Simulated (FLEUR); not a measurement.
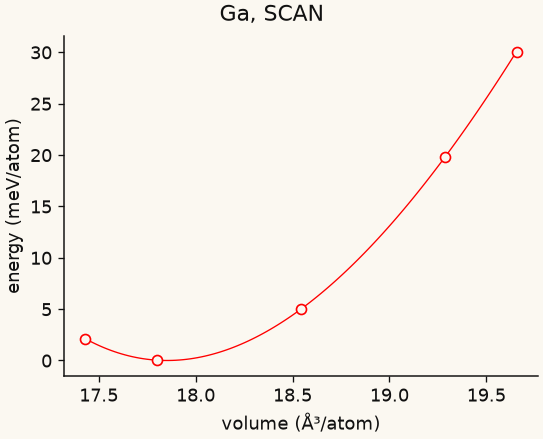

Plotted: energy against volume for Ga, space group C2/c (No. 15).

Cell as given: a = 4.257 Å, b = 4.257 Å, c = 3.332 Å, α = 90.66°, β = 90.66°, γ = 142.09°; 2 atoms.

How it was computed, with FLEUR MaX-R8.1 (later development tree): all-electron LAPW DFT, no spin polarisation; energies at scaled volumes of the given cell, shape and fractions fixed, counted from the fit's minimum, third-order Birch-Murnaghan fit. Level: SCAN.

k mesh 10×10×8; occupations Fermi–Dirac; smearing width 0.05 eV; potentials all electron; program settings basis FLAPW, kmax 4.3 1/bohr.

Tabulate the plotted points.

| volume (Å³/atom) | energy (meV/atom) |
| --- | --- |
| 17.43 | 2.12 |
| 17.80 | 0.03 |
| 18.54 | 5.00 |
| 19.28 | 19.76 |
| 19.66 | 30.07 |

Note: shape and atomic fractions are frozen while scaling, which makes layered, chain and framework solids too stiff.
